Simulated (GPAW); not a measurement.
**BN (F-43m): how ε∞ follows the gap**

The empty bands of BN (F-43m) are shifted up rigidly by Δ, and ε∞ is computed for each shift.

Cell: a, b, c = 2.556, 2.556, 2.556 Å (primitive vectors), 2 atoms.

Method: GPAW 26.7.0, PBE, RPA, k-mesh 19×19×19, local fields up to 70 eV, Lorentzian half width 0.12 eV.

Launch of the response step: `OMP_NUM_THREADS=1 python df.py`. The series took 56 s in all, its band step included, on 1 thread of Arm Neoverse V1 (shared host).

| Δ (eV) | ε∞ |
| --- | --- |
| 0.00 | 4.517 |
| 0.25 | 4.452 |
| 0.50 | 4.388 |
| 0.75 | 4.327 |
| 1.00 | 4.268 |
| 1.50 | 4.157 |
| 2.00 | 4.054 |
| 3.00 | ? |

With one effective transition at E₀ and fixed dipole strength, ε∞ − 1 = A/(E₀ + Δ), so 1/(ε∞ − 1) is linear in Δ.

Working, on the rows shown:

| x = Δ (eV) | y = 1/(ε∞ − 1) |
| --- | --- |
| 0 | 0.284333 |
| 0.25 | 0.289687 |
| 0.5 | 0.295159 |
| 0.75 | 0.300571 |
| 1 | 0.305998 |
| 1.5 | 0.316756 |
| 2 | 0.327439 |

Means: x̄ = 0.85714, ȳ = 0.30285. Σ(x − x̄)(y − ȳ) = 0.06435, Σ(x − x̄)² = 2.982. Slope = 0.06435 / 2.982 = 0.02158; intercept = ȳ − slope · x̄ = 0.28435. Turned back into ε∞, the line misses the rows shown by at most 0.00074.

Problem. Fill in the last column of the withheld row.

Solution. At x = 3 the line gives y = 0.34909, that is 3.865. The run gave 3.868, so the extrapolation is off by 0.0034, 0.5 % of the range in the table.

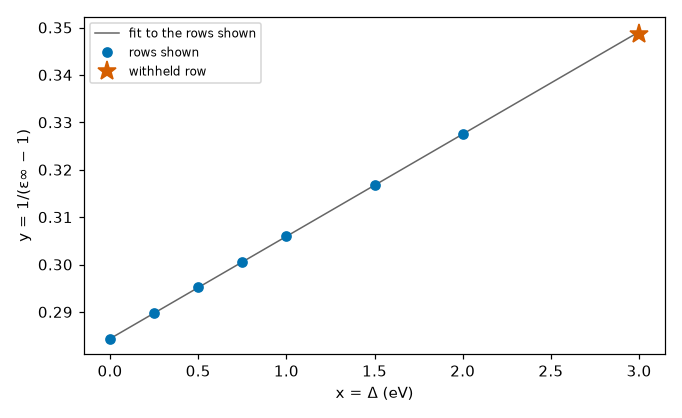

Refitted with all rows, the slope is 0.02147 and the intercept 0.28443. These give E₀ = intercept/slope = 13.2 eV, far above the least direct gap of 8.80 eV: most of the screening comes from transitions well over the edge. Over the first step ε∞ falls by 6 % per eV. Excitons are left out; PBE gaps are as a rule too small. The values come from a sum over the points of one k-mesh and carry its error, which grows as the direct gap shrinks. The local-field cutoff holds few shells of reciprocal vectors for this small cell, so ε∞ can read a few per cent high.
